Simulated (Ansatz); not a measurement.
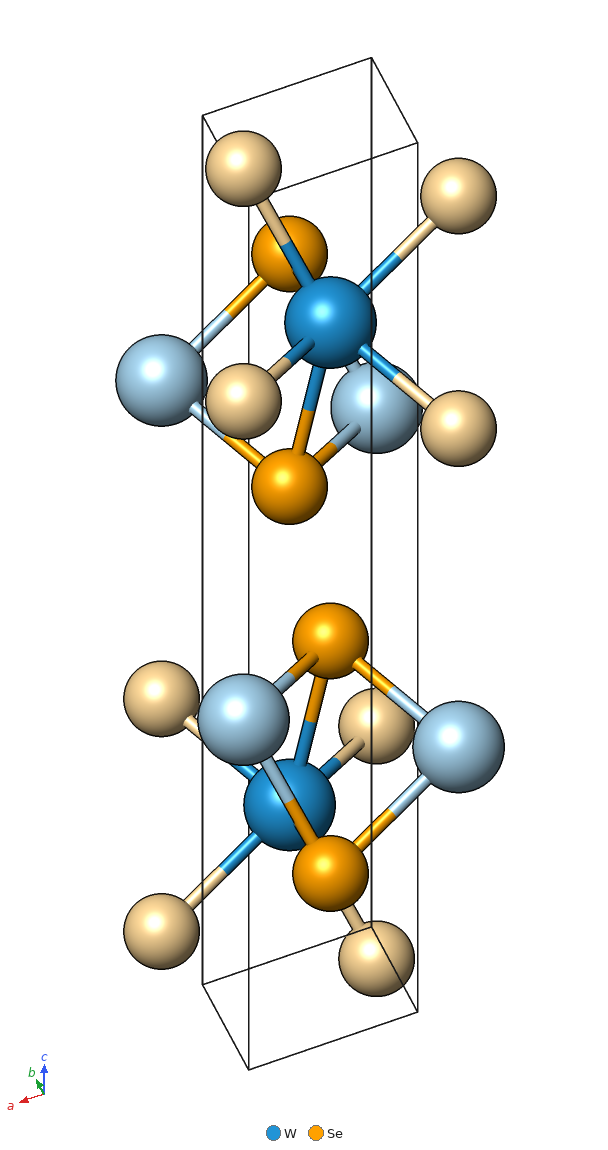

The figure gives a ball-and-stick picture of the atoms, viewed from a general direction. The lines enclose the conventional unit cell; boundary atoms appear with their images. The first bonded neighbours in the surrounding cells are also shown, in fainter colours.

WSe2, space group P6_3/mmc (No. 194), a = 3.13 Å, b = 3.13 Å, c = 13.02 Å, α = 90.00°, β = 90.00°, γ = 120.00°.

Electronic-structure method: DFT PBE+D3(BJ), scalar-relativistic, plane waves, PAW (Ansatz 0.2.0). Parameters: wavefunction cutoff 420 eV, a 12×12×2 k-point mesh, Gaussian smearing of 0.02 eV, no spin polarisation.

**Classify it as metallic or gapped, with the value.**

A semiconductor at this level, with a gap of 0.79 eV on the k-mesh (the true edges may lie between mesh points, so the gap can be somewhat smaller).

The model was built from a structure listed in the Materials Project. It was relaxed with Ansatz, DFT PBE+D3(BJ), scalar-relativistic, plane waves, PAW under a constraint or pressure on the cell, so some stress remains.

At this level of theory the cell isn't at rest (compressed, at 8 GPa), so its distances can differ from those at equilibrium, the more so the softer the solid.
